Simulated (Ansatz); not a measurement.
System: Sc₂Al (space group P6_3/mmc).

How it was computed, with Ansatz 0.2.0: third-order Birch-Murnaghan fit to density functional energies at scaled volumes of the given relaxed cell, shape and atoms relaxed at each volume; energies count from the fitted minimum; plane waves with PAW datasets, Γ-centred k mesh. All runs: no spin polarisation.

- k mesh: 12×12×6
- occupations: Gaussian
- smearing width: 0.1 eV

Settings that differ: r2SCAN: wave cutoff 500 eV; PBEsol: wave cutoff 420 eV.

Describe the result: the energy above the minimum against volume, with one curve for each functional. The cases: r2SCAN; PBEsol.

The fitted equilibrium volumes, smallest first, are PBEsol 20.66, r2SCAN 21.25 Å³/atom. The fitted bulk moduli, smallest first, are r2SCAN 73.5, PBEsol 74.1 GPa.

r2SCAN:
```tsv
volume (Å³/atom)	energy above the minimum (meV/atom)
18.704	85.3
19.342	45.5
19.980	19.2
20.617	4.5
21.255	0.0
21.893	4.3
22.530	16.2
23.381	42.2
```

PBEsol:
```tsv
volume (Å³/atom)	energy above the minimum (meV/atom)
19.429	18.8
20.049	4.4
20.669	0.0
21.289	4.2
21.909	15.9
```

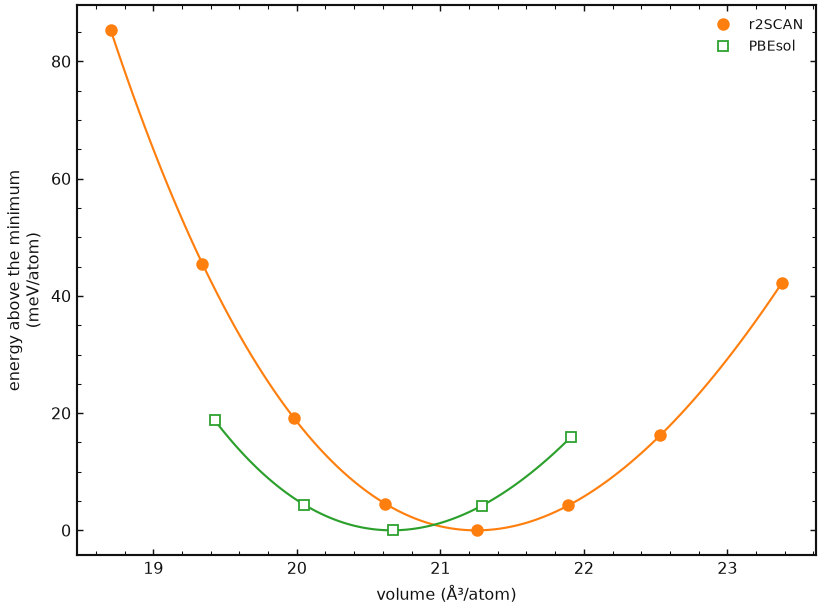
